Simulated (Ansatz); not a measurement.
## Cr in W(100), 2x2: scattering by a point defect

Aim: the resistance that Cr in W(100), 2x2 adds to the host.

Method: Ansatz plane-wave DFT, PBE, PAW files, collinear spin; ballistic transport by layer matching (Landauer), zero bias; PAW set soft_1, in the first sound run; inputs show where later runs differ, in Ansatz 0.2.0.

**1. Starting point**

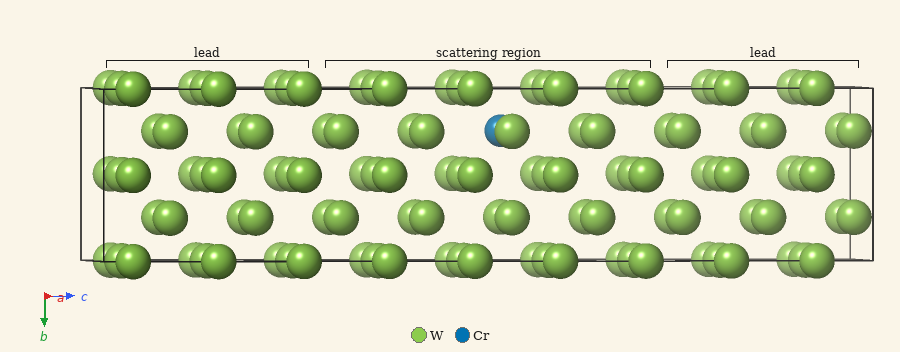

The starting structure, seen from the side, with the c axis across the page (tungsten green, chromium blue). Some periodic images of atoms are drawn too.

The cell holds 72 atoms: 71 W and 1 Cr. Its edges and angles: a = 6.330 Å, b = 6.330 Å, c = 28.483 Å, α = 90.0°, β = 90.0°, γ = 90.0°. It derives from W. Regions: lead, 40 atoms (40 W); scattering region, 32 atoms (31 W and 1 Cr). The structure is stacked along c, and the current runs across the ab planes.

**2. Transmission at ideal sites**

The defect sits in one plane of the supercell, all atoms on ideal sites; the layers about the cell's end are the lead. The mesh across the current, 8×8, is finer than the density's, because channels open and close sharply across the zone. Energies from -0.1 to 0.1 eV in steps of 0.05 eV are too few for the program's thermal sum, so it prints no conductance; for a metal the transmission near the Fermi level serves, at a fraction of the cost.

The input, input.yaml:

```yaml
crystal:
  lattice:
    - [6.3296, 0.0, 0.0]
    - [0.0, 6.3296, 0.0]
    - [0.0, 0.0, 28.4832]
  atoms:
    - { symbol: W, position: [0.0, 0.0, 0.0277777778] }
    - { symbol: W, position: [0.0, 0.5, 0.0277777778] }
    - { symbol: W, position: [0.5, 0.0, 0.0277777778] }
    - { symbol: W, position: [0.5, 0.5, 0.0277777778] }
    - { symbol: W, position: [0.25, 0.25, 0.0833333333] }
    - { symbol: W, position: [0.25, 0.75, 0.0833333333] }
    - { symbol: W, position: [0.75, 0.25, 0.0833333333] }
    - { symbol: W, position: [0.75, 0.75, 0.0833333333] }
    - { symbol: W, position: [0.0, 0.0, 0.1388888889] }
    - { symbol: W, position: [0.0, 0.5, 0.1388888889] }
    - { symbol: W, position: [0.5, 0.0, 0.1388888889] }
    - { symbol: W, position: [0.5, 0.5, 0.1388888889] }
    - { symbol: W, position: [0.25, 0.25, 0.1944444444] }
    - { symbol: W, position: [0.25, 0.75, 0.1944444444] }
    - { symbol: W, position: [0.75, 0.25, 0.1944444444] }
    - { symbol: W, position: [0.75, 0.75, 0.1944444444] }
    - { symbol: W, position: [0.0, 0.0, 0.25] }
    - { symbol: W, position: [0.0, 0.5, 0.25] }
    - { symbol: W, position: [0.5, 0.0, 0.25] }
    - { symbol: W, position: [0.5, 0.5, 0.25] }
    - { symbol: W, position: [0.25, 0.25, 0.3055555556] }
    - { symbol: W, position: [0.25, 0.75, 0.3055555556] }
    - { symbol: W, position: [0.75, 0.25, 0.3055555556] }
    - { symbol: W, position: [0.75, 0.75, 0.3055555556] }
    - { symbol: W, position: [0.0, 0.0, 0.3611111111] }
    - { symbol: W, position: [0.0, 0.5, 0.3611111111] }
    - { symbol: W, position: [0.5, 0.0, 0.3611111111] }
    - { symbol: W, position: [0.5, 0.5, 0.3611111111] }
    - { symbol: W, position: [0.25, 0.25, 0.4166666667] }
    - { symbol: W, position: [0.25, 0.75, 0.4166666667] }
    - { symbol: W, position: [0.75, 0.25, 0.4166666667] }
    - { symbol: W, position: [0.75, 0.75, 0.4166666667] }
    - { symbol: W, position: [0.0, 0.0, 0.4722222222] }
    - { symbol: W, position: [0.0, 0.5, 0.4722222222] }
    - { symbol: W, position: [0.5, 0.0, 0.4722222222] }
    - { symbol: W, position: [0.5, 0.5, 0.4722222222] }
    - { symbol: Cr, position: [0.25, 0.25, 0.5277777778], spin: 2.5 }
    - { symbol: W, position: [0.25, 0.75, 0.5277777778] }
    - { symbol: W, position: [0.75, 0.25, 0.5277777778] }
    - { symbol: W, position: [0.75, 0.75, 0.5277777778] }
    - { symbol: W, position: [0.0, 0.0, 0.5833333333] }
    - { symbol: W, position: [0.0, 0.5, 0.5833333333] }
    - { symbol: W, position: [0.5, 0.0, 0.5833333333] }
    - { symbol: W, position: [0.5, 0.5, 0.5833333333] }
    - { symbol: W, position: [0.25, 0.25, 0.6388888889] }
    - { symbol: W, position: [0.25, 0.75, 0.6388888889] }
    - { symbol: W, position: [0.75, 0.25, 0.6388888889] }
    - { symbol: W, position: [0.75, 0.75, 0.6388888889] }
    - { symbol: W, position: [0.0, 0.0, 0.6944444444] }
    - { symbol: W, position: [0.0, 0.5, 0.6944444444] }
    - { symbol: W, position: [0.5, 0.0, 0.6944444444] }
    - { symbol: W, position: [0.5, 0.5, 0.6944444444] }
    - { symbol: W, position: [0.25, 0.25, 0.75] }
    - { symbol: W, position: [0.25, 0.75, 0.75] }
    - { symbol: W, position: [0.75, 0.25, 0.75] }
    - { symbol: W, position: [0.75, 0.75, 0.75] }
    - { symbol: W, position: [0.0, 0.0, 0.8055555556] }
    - { symbol: W, position: [0.0, 0.5, 0.8055555556] }
    - { symbol: W, position: [0.5, 0.0, 0.8055555556] }
    - { symbol: W, position: [0.5, 0.5, 0.8055555556] }
    - { symbol: W, position: [0.25, 0.25, 0.8611111111] }
    - { symbol: W, position: [0.25, 0.75, 0.8611111111] }
    - { symbol: W, position: [0.75, 0.25, 0.8611111111] }
    - { symbol: W, position: [0.75, 0.75, 0.8611111111] }
    - { symbol: W, position: [0.0, 0.0, 0.9166666667] }
    - { symbol: W, position: [0.0, 0.5, 0.9166666667] }
    - { symbol: W, position: [0.5, 0.0, 0.9166666667] }
    - { symbol: W, position: [0.5, 0.5, 0.9166666667] }
    - { symbol: W, position: [0.25, 0.25, 0.9722222222] }
    - { symbol: W, position: [0.25, 0.75, 0.9722222222] }
    - { symbol: W, position: [0.75, 0.25, 0.9722222222] }
    - { symbol: W, position: [0.75, 0.75, 0.9722222222] }
magnetization:
  spin_polarized: true
kpoints:
  mp_grid: { grid: [4, 4, 1] }
hamiltonian:
  xc: pbe
  pseudopotentials: { kind: paw, azcp: { folder: soft_1 } }
scf:
  occupations: { method: fermi_dirac, width: 0.1 }
output:
  transmission: { leads: [[0, 4]], kmesh: [8, 8], e_range: [-0.1, 0.1], de: 0.05 }
  write_potential: true
  write_density: true
  volumetric_format: npy
  elf: true
```

Launch:

```console
> ansatz run input.yaml --threads 4 --pin off --max-ram 15360MiB --backend cpu --events-out ev --progress --plain --runs-dir out
```

Numbers of over 12 decimals in the logs are rounded to 6 here.

What it wrote:

```text
Engine: ansatz 0.2.0, aarch64-unknown-linux-gnu
Pseudopotentials: kind: paw
Pseudopotential: W, paw, valence charge 14, recommended cutoff 420 eV (normal), soft_1/W.paw.azcp
Pseudopotential: Cr, paw, valence charge 14, recommended cutoff 420 eV (normal), soft_1/Cr.paw.azcp
Functional definition: PBE
  parameter kappa = 0.804
  parameter beta = 0.066725
  exchange = pbe_x(kappa = kappa, mu = beta*pi^2/3)
  correlation = pbe_c(beta = beta)
Crystal: 72 atoms, lattice volume = 1141.146 Å³
Basis set: ecut = 420 eV, 22299 PW (Γ)
Bands: 607, of which v1, the nominal top of the filled ones, is band 504 counted from 1 (503 counted from 0)
Symmetry: 16 space group operations
Space group: P4/mmm (ITA 123), of the structure as read, at distance tolerance 1.0e-4 Å
Magnetic group: BNS 123.339 (UNI 999), of the structure as read, at distance tolerance 1.0e-4 Å
k-points: 6 of 16
Non-local potential: W, projectors of the file, l = 0: 3, l = 1: 2, l = 2: 2, l = 3: 1
Non-local potential: Cr, projectors of the file, l = 0: 3, l = 1: 2, l = 2: 3, l = 3: 1
PAW form: soft (Blöchl's): semilocal exchange-correlation on the pseudo side does not see the compensation charge
PAW one-centre angular grid: W, 590 points (default); XC on 64 Gauss nodes
PAW one-centre angular grid: Cr, 590 points (default); XC on 64 Gauss nodes
Initial density: superposition of atomic densities (chi_scale 0.1, normalization cell, long waves 84 % of neutral atoms (reshape's long-wave potential 1.84 eV rms, cloud 3.01 Å wide))
Starting moments: Σ|m| = 2.5 μB on 1 of 72 sites
Initial wavefunctions: pseudopotential atomic-orbital guess
Functional: x = pbe(κ = 0.804, μ = 0.219515), c = pbe(β = 0.066725)
SCF iter   1: F=—  HF=-740795.248247 eV  |F-HF|=—  |Δ(HF+E_count)|=         —  Δρ=3.47e-2 (↑3.23e-2 ↓3.47e-2)  dr2=2.46e2  dr2_m=4.02e-1  M=1.618 μB ∫|m|=1.964 μB  β_m=0.30  ethr=3.10e-3  ⟨swp⟩=5.2  Hψ=24695  notcnv=0
Mixer restart at iter 1: flushing history
preconditioner: auto → Kerker (q_TF=auto, 2.672 Å⁻¹)  [metal: Δε(μ)=0.002 eV  Ē_g=5.354 eV  σ=0.100 eV  W_gap=0.01  n_scr=372 (ndim 8)  ℏωp=22.8 eV  f_vac=0.000  D(μ)=34.28/eV (n_scr^D=264)]
spin=Collinear: Kerker preconditioning applied to the charge; magnetization (m = ρ↑ − ρ↓) channel mixes plain (no charge-response kernel on spin).
SCF iter   2: F=—  HF=-740787.766583 eV  |F-HF|=—  |Δ(HF+E_count)|=    7.48e0  Δρ=2.63e-2 (↑2.54e-2 ↓2.63e-2)  dr2=1.36e2  dr2_m=6.52e-1  M=1.170 μB ∫|m|=1.585 μB  β_m=0.65  ethr=3.10e-3  ⟨swp⟩=2.0  Hψ=9449  notcnv=0  defer=60
SCF iter   3: F=—  HF=-740778.338572 eV  |F-HF|=—  |Δ(HF+E_count)|=    9.43e0  Δρ=6.10e-3 (↑5.73e-3 ↓6.10e-3)  dr2=4.75e0  dr2_m=2.39e-3  M=0.404 μB ∫|m|=0.799 μB  β_m=0.60  ethr=3.10e-3  ⟨swp⟩=3.5  Hψ=20975  notcnv=0  defer=73
SCF iter   4: F=—  HF=-740777.810142 eV  |F-HF|=—  |Δ(HF+E_count)|=   5.28e-1  Δρ=4.47e-3 (↑4.47e-3 ↓1.94e-3)  dr2=7.27e-1  dr2_m=2.38e-2  M=0.171 μB ∫|m|=0.505 μB  β_m=0.64  ethr=4.72e-4  ⟨swp⟩=3.2  Hψ=14421  notcnv=0  defer=61
SCF iter   5: F=—  HF=-740777.971804 eV  |F-HF|=—  |Δ(HF+E_count)|=   1.62e-1  Δρ=1.62e-3 (↑1.62e-3 ↓1.04e-3)  dr2=1.35e-1  dr2_m=1.23e-2  M=0.109 μB ∫|m|=0.360 μB  β_m=0.72  ethr=7.21e-5  ⟨swp⟩=2.2  Hψ=14188  notcnv=0  defer=45
SCF iter   6: F=—  HF=-740777.959809 eV  |F-HF|=—  |Δ(HF+E_count)|=   1.20e-2  Δρ=8.94e-4 (↑6.30e-4 ↓8.94e-4)  dr2=1.49e-2  dr2_m=4.64e-3  M=0.050 μB ∫|m|=0.205 μB  β_m=0.86  ethr=1.33e-5  ⟨swp⟩=2.1  Hψ=13045  notcnv=0  defer=34
SCF iter   7: F=—  HF=-740777.963305 eV  |F-HF|=—  |Δ(HF+E_count)|=   3.50e-3  Δρ=8.63e-4 (↑3.59e-4 ↓8.63e-4)  dr2=2.29e-2  dr2_m=1.03e-3  M=0.023 μB ∫|m|=0.108 μB  β_m=0.84  ethr=1.48e-6  ⟨swp⟩=2.0  Hψ=12619  notcnv=0  defer=34
SCF iter   8: F=—  HF=-740777.965127 eV  |F-HF|=—  |Δ(HF+E_count)|=   1.82e-3  Δρ=3.26e-4 (↑1.19e-4 ↓3.26e-4)  dr2=3.56e-3  dr2_m=3.74e-4  M=0.016 μB ∫|m|=0.072 μB  β_m=0.92  ethr=1.48e-6  ⟨swp⟩=2.0  Hψ=12703  notcnv=0  defer=34
SCF iter   9: F=—  HF=-740777.964818 eV  |F-HF|=—  |Δ(HF+E_count)|=   3.09e-4  Δρ=1.59e-4 (↑1.59e-4 ↓9.19e-5)  dr2=1.15e-3  dr2_m=2.26e-5  M=0.004 μB ∫|m|=0.024 μB  β_m=0.88  ethr=3.53e-7  ⟨swp⟩=2.0  Hψ=12713  notcnv=0  defer=34
SCF iter  10: F=—  HF=-740777.964911 eV  |F-HF|=—  |Δ(HF+E_count)|=   9.31e-5  Δρ=1.28e-4 (↑1.28e-4 ↓8.20e-5)  dr2=1.03e-3  dr2_m=6.11e-6  M=0.002 μB ∫|m|=0.014 μB  β_m=0.92  ethr=1.14e-7  ⟨swp⟩=2.2  Hψ=9261  notcnv=0  defer=28
SCF iter  11: F=—  HF=-740777.964970 eV  |F-HF|=—  |Δ(HF+E_count)|=   5.88e-5  Δρ=7.69e-5 (↑7.69e-5 ↓2.65e-5)  dr2=2.52e-4  dr2_m=7.29e-6  M=0.002 μB ∫|m|=0.012 μB  β_m=0.96  ethr=1.02e-7  ⟨swp⟩=2.0  Hψ=12564  notcnv=0  defer=28
SCF iter  12: F=—  HF=-740777.964978 eV  |F-HF|=—  |Δ(HF+E_count)|=   7.65e-6  Δρ=1.72e-5 (↑1.72e-5 ↓1.18e-5)  dr2=2.77e-5  dr2_m=4.66e-7  M=0.001 μB ∫|m|=0.003 μB  β_m=0.83  ethr=2.50e-8  ⟨swp⟩=2.0  Hψ=12689  notcnv=0  defer=28
SCF iter  13: F=—  HF=-740777.964976 eV  |F-HF|=—  |Δ(HF+E_count)|=   1.78e-6  Δρ=6.72e-6 (↑4.94e-6 ↓6.72e-6)  dr2=2.00e-6  dr2_m=2.48e-8  M=0.000 μB ∫|m|=0.001 μB  β_m=0.89  ethr=2.75e-9  ⟨swp⟩=2.0  Hψ=9625  notcnv=0  defer=28
SCF iter  14: F=—  HF=-740777.964976 eV  |F-HF|=—  |Δ(HF+E_count)|=   6.17e-9  Δρ=3.57e-6 (↑3.57e-6 ↓2.37e-6)  dr2=8.60e-7  dr2_m=8.14e-9  M=0.000 μB ∫|m|=0.000 μB  β_m=0.73  ethr=1.99e-10  ⟨swp⟩=2.0  Hψ=12702  notcnv=0  defer=28
SCF iter  15: F=—  HF=-740777.964976 eV  |F-HF|=—  |Δ(HF+E_count)|=   5.94e-8  Δρ=1.86e-6 (↑1.86e-6 ↓1.22e-6)  dr2=2.17e-7  dr2_m=1.37e-9  M=0.000 μB ∫|m|=0.000 μB  β_m=0.81  ethr=8.53e-11  ⟨swp⟩=2.0  Hψ=10535  notcnv=0  defer=28
SCF iter  16: F=—  HF=-740777.964976 eV  |F-HF|=—  |Δ(HF+E_count)|=   1.96e-8  Δρ=2.99e-7 (↑2.99e-7 ↓2.36e-7)  dr2=9.54e-9  dr2_m=5.47e-11  M=0.000 μB ∫|m|=0.000 μB  β_m=0.78  ethr=2.16e-11  ⟨swp⟩=2.1  Hψ=12701  notcnv=0  defer=28
SCF iter  17: F=-740777.964976 eV  HF=-740777.964976 eV  |F-HF|=1.33e-8  |Δ(HF+E_count)|=  8.15e-10  Δρ=4.08e-7 (↑4.08e-7 ↓3.56e-7)  dr2=1.34e-8  dr2_m=3.32e-11  M=-0.000 μB ∫|m|=0.000 μB  ethr=1.00e-12  ⟨swp⟩=4.6  Hψ=21811  notcnv=0
SCF 1 converged in 17 iterations: F = -740777.964976 eV  dr2 = 1.34e-8
  greatest PAW one-centre occupation: 1.000 electrons in one spin orbital (limit 2), on the Cr atom at site 36 (counted from 0), in its partial waves of l = 0
WARN: the starting moments were not kept: the SCF closed with an absolute magnetisation of 7.3e-5 μB, where they sum to 2.5 μB in size (1 site). That is at most 0.1 of that sum. Measured as dr2_m measures the in/out step, that magnetisation stands 2.6e-10 eV from none, at or under the dr2_threshold of 1.0e-7 eV: it is no larger than a step whose dr2_m would equal this threshold. The system may hold no moment; this SC [...]
transmission: 108 of 1080 steps passed
transmission: 216 of 1080 steps passed
[...]
transmission: 1080 of 1080 steps passed
SCF converged after 17 iterations
Magnetization: -0.0000 μB (504.0000 up, 504.0000 down)
Absolute magnetization: 0.0001 μB (∫|ρ↑−ρ↓|, with the PAW one-centre terms)
Spin contamination: 0.0000 ħ² per cell (⟨S²⟩ above its minimum at these occupations)
Per-site moments (μB) at R_I (Å): [(-1.49755567678517e-7, 1.130579), (-1.4975556752975277e-7, 1.130579), (-1.497555676038222e-7, 1.130579), (-1.4975556750824356e-7, 1.130579), (1.2339052053891214e-7, 1.130579), (1.4499007332348498e-7, 1.130579), (1.449900733172345e-7, 1.130579), (9.91530602641296e-8, 1.130579), (-1.031967498291967e-7, 1.130579), (-1.031967497187481e-7, 1.130579), (-1.0319674984647684e-7, 1.130579), ( [...]
Free energy (F): -740777.964976 eV
Harris-Foulkes:  -740777.964976 eV  (|F-HF|=1.33e-8)
Internal energy: -740776.704896 eV  (E = F + TS)
E sigma→0 (E₀):  -740777.334936 eV
Entropy (-TS):   -1.260080 eV (-17.501 meV/atom)
Fermi energy:    22.300867 eV
--- Per-component energies (eV) ---
  E_band       = -6200.362266
  E_kinetic    = 30241.468493
  E_local      = -39797.443181  (includes V_loc(G=0)·N_el)
  E_nonlocal   = -1766.871468
  E_hartree    = 16752.984457
  E_xc         = -19125.566679
  E_vxc        = -16576.465062  (∫ρ·V_xc dr)
  E_paw        = -610246.004044  (= ΣΔE_a)
  E_vpaw       = -11807.028773  (= ΣTr[D̂ρ^β])
  E_aug_tail   = 0.011274  (compensation charges beyond the density's cutoff)
  E_ewald      = -116835.283748
  E_smearing   = -1.260080  (= −TS)
  E_closure    = -0.000000  (closes the sum)
  Σ components = -740777.964976   (vs F -740777.964976, Δ=0.00e0)
--- Band table (eV; the first three rows and the last of 12) ---
  k-point 0 ↑: bands = [... 500 lower, 22.2248, 22.2336, 22.2402, 22.2402, 22.2504, 22.2523, 22.2542, 22.2826, ... 99 higher]
  k-point 1 ↑: bands = [... 500 lower, 22.1700, 22.1870, 22.2140, 22.2150, 22.2624, 22.2735, 22.3234, 22.3427, ... 99 higher]
  k-point 2 ↑: bands = [... 500 lower, 22.3596, 22.3683, 22.4002, 22.4019, 22.4332, 22.4460, 22.4715, 22.4818, ... 99 higher]
  k-point 5 ↓: bands = [... 500 lower, 21.6156, 21.6156, 21.6188, 21.6217, 22.3899, 22.4220, 22.4403, 22.4403, ... 99 higher]
--- Transmission ---
  basis      : 349 plane waves across, 36 finite elements along
  points     : 15, standing for a mesh of 8 x 8
  energies   : 5 from -0.100000 to 0.100000 eV about the Fermi level, 0.050000 eV apart; the leads are filled to 0.000000 eV, and channels, transmission and decay are at 0.000000 eV
  crystal 0  : W4, at the sites [0, 4], period 1.5824 Å, over 26.90 Å; its Hamiltonian steps by up to 0.6 meV
    offset         : up to 0.0000 Å between an atom of the period and one for which it stands
    channels       : 5.031250e0 up, 5.031250e0 down
    conductance    : none, the energies end too early or step too widely for 300 K: set another output.transmission.e_range or a lower de, or, where they end at an eighth of basis.ecutwfc, a higher one
    slowest decay  : 0.0388 /Å at (0.5000, 0.5000)
  junction   : crystal 0 to crystal 0, 0.88 to 27.79 Å
    transmission   : 4.805551e0 up, 4.805576e0 down
    conductance    : none, the energies end too early or step too widely for 300 K: set another output.transmission.e_range or a lower de, or, where they end at an eighth of basis.ecutwfc, a higher one
```

The job ended after 24 min (4 threads of Arm Neoverse V1, shared host; peak memory 9.1 GiB; 1.5 h of CPU time).

Reading the cycles: dr2 is the Hartree energy of the density residual (eV), the measure of convergence; HF is the Harris–Foulkes estimate of the energy, which meets the free energy F at convergence.

Numbers from this step:

- free energy: -740777.9650 eV
- energy at zero smearing: -740777.3349 eV
- Fermi energy: 22.30 eV
- cell area: 40.06 Å²
- transmission, spin up: 4.806
- transmission, spin down: 4.806
- open channels, spin up: 5.031
- open channels, spin down: 5.031
- step of the lead's potential: 0.6 meV

Per spin. Transmission, zone mean, T up = T down against energy, zero at the Fermi level:

| energy (eV) | transmission, zone mean, T up = T down |
| --- | --- |
| -0.1000 | 4.65 |
| -0.0500 | 4.59 |
| 0.0000 | 4.81 |
| 0.0500 | 5.43 |
| 0.1000 | 5.34 |

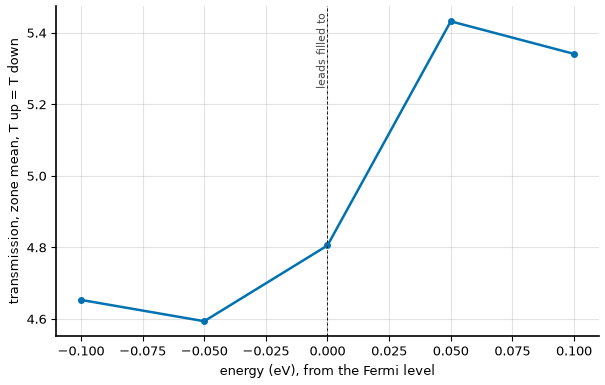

Transmission, zone mean, T up = T down against energy.

Per spin. Open channels, zone mean, lead up = lead down against energy, zero at the Fermi level:

| energy (eV) | open channels, zone mean, lead up = lead down |
| --- | --- |
| -0.1000 | 4.72 |
| -0.0500 | 4.66 |
| 0.0000 | 5.03 |
| 0.0500 | 5.66 |
| 0.1000 | 5.53 |

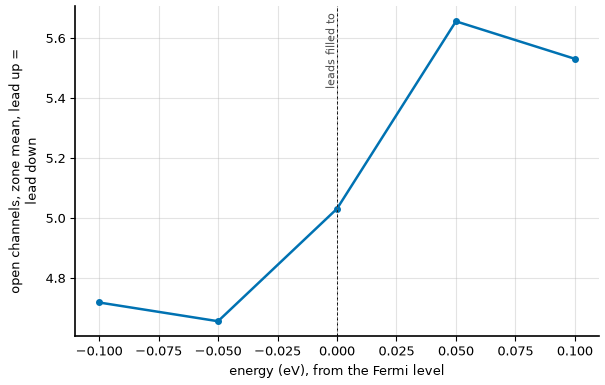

Open channels, zone mean, lead up = lead down, plotted against energy.

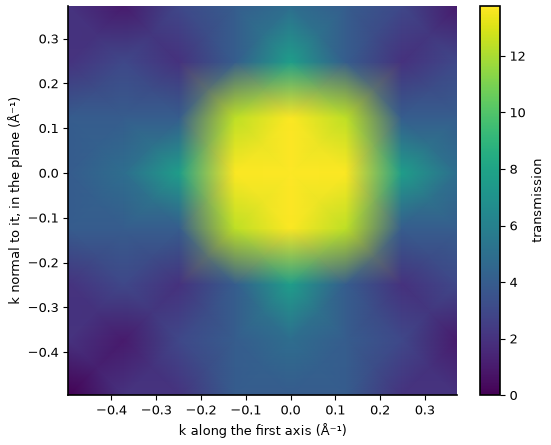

Transmission over k1 and k2. At 0.0000 eV from the Fermi level, spin up.

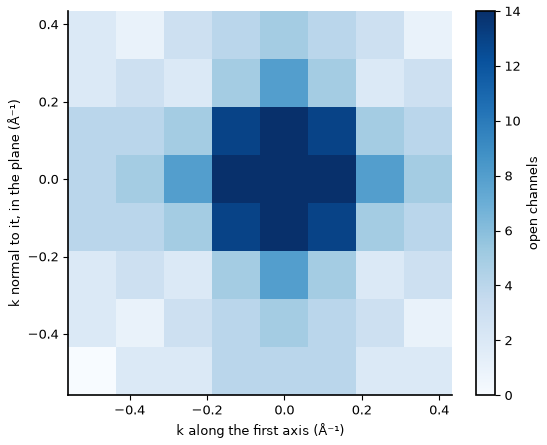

Open channels over k1 and k2. At 0.0000 eV from the Fermi level, spin up.

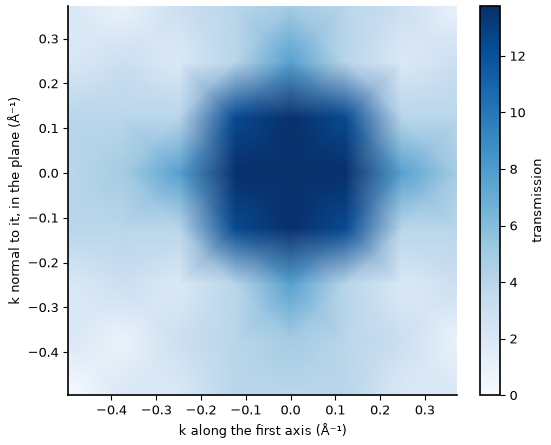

Transmission over k1 and k2. At 0.0000 eV from the Fermi level, spin down.

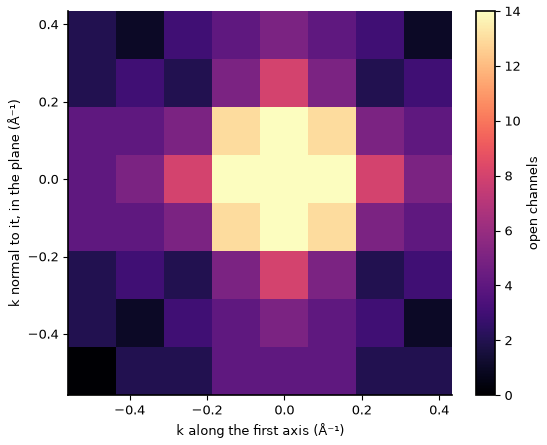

Open channels over k1 and k2. At 0.0000 eV from the Fermi level, spin down.

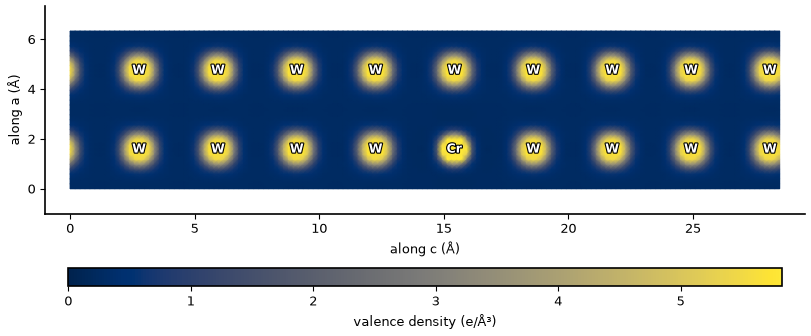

Valence density in the ca plane at fractional y = 0.250, with atoms of W and Cr within 0.2 Å of it. It is the smooth field of the valence electrons, not physical close to the nuclei.

(Continued in part 2 of 3.)

[Logs are printed without paths, hosts, clocks, repeated set-up lines and the standing remarks that a program may print on its own settings, such as how far it seeks lower states.]

[Hosts, paths, dates, database ids (printed as entryN), source tags and the programs' standing remarks are cut or masked in the printed files.]
